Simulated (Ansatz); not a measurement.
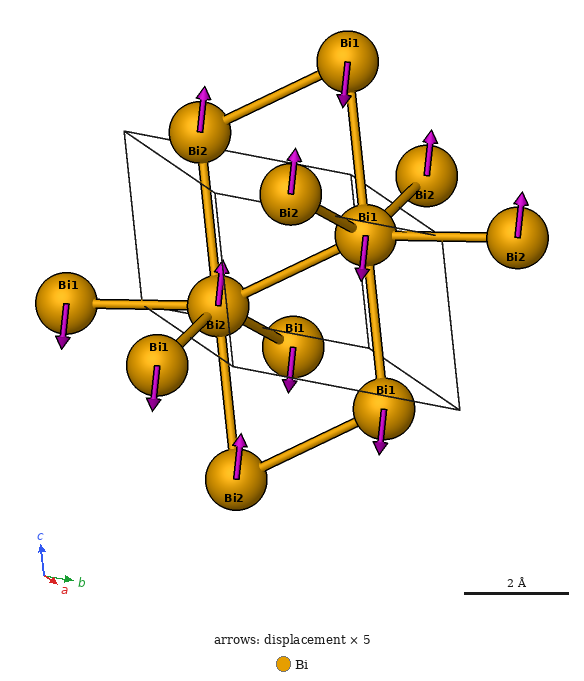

A relaxation of a crystal of Bi (set up in C2/m). The starting structure is drawn; purple arrows show the displacements (the part carried along by the change of the cell is left out), magnified 5 times.

A ball-and-stick model of the cell of the calculation, seen slightly off an axis.

The run lets cell and atoms move.

These are results of Kohn-Sham DFT of a periodic cell, r2SCAN, Ansatz PAW in Ansatz, not measurements.

Input
```yaml
crystal:
  lattice:
    - [3.488598, -3.132578, 0.0]
    - [3.488598, 3.132578, 0.0]
    - [-1.260235, 0.0, 3.11355]
  atoms:
    - { symbol: Bi, position: [0.753061, 0.753061, 0.857382] }
    - { symbol: Bi, position: [0.246939, 0.246939, 0.142618] }
hamiltonian:
  xc: r2scan
  pseudopotentials: { kind: paw }
kpoints:
  mp_grid: { grid: [6, 6, 9] }
scf:
  occupations: { method: fermi_dirac, width: 0.05 }
output:
  forces: true
  stress: true
  eigenvalues: true
relax:
  f_tol: 0.01
  max_steps: 40
  cell: { stress_tol: 0.05, p_target: 30.0 }
```

Command:
```bash
ansatz run input.yaml --threads 2 --pin off --max-ram 5632MiB --backend cpu --events-out ev --progress --plain --runs-dir out
```

What did the optimiser do to the structure, and how much energy did it gain?

Answer. After 9 accepted moves (13 points after the start) the energy has risen by 640 meV per atom. With the target pressure of 30 GPa, the enthalpy E + pV changes by −1133 meV per atom. Largest force component: 0.12 eV/Å at the start, 0.001 eV/Å at the end. Pressure: −0.82 GPa at the start and 29.97 GPa at the end. The line search rejected the trial steps at points 5, 8, 10 of the run. At 1 point the geometry stayed and the basis and grid were re-selected for the new cell (energy shift of 0.9 meV per atom at most each time). The largest moves relative to the cell, 0.18 Å, are those of Bi1 and Bi2. Bi1 goes roughly along −c. The volume changes by −27.8 %, with a = b 4.689 → 4.079 Å (−13.0 %), c 3.359 → 3.094 Å (−7.9 %), α 106.2° → 102.1°, β 106.2° → 102.1°, γ 83.8° → 84.2°. Near-neighbour distances that change, for instance: Bi1–Bi2 3.937 → 3.297 Å, Bi1–Bi2 (another image) 3.446 → 3.037 Å, Bi1–Bi2 (another image) 3.281 → 3.010 Å, Bi1–Bi1 3.359 → 3.094 Å. Among the angles between lasting bonds that change: Bi2–Bi1–Bi2 145.4° → 130.7°, Bi1–Bi1–Bi2 84.0° → 97.7°, Bi1–Bi1–Bi2 96.0° → 82.3°. The space group stays C2/m (No. 12). The run took 2.7 min on 2 threads of Arm Neoverse V1 (shared host), peak memory 0.57 GiB.
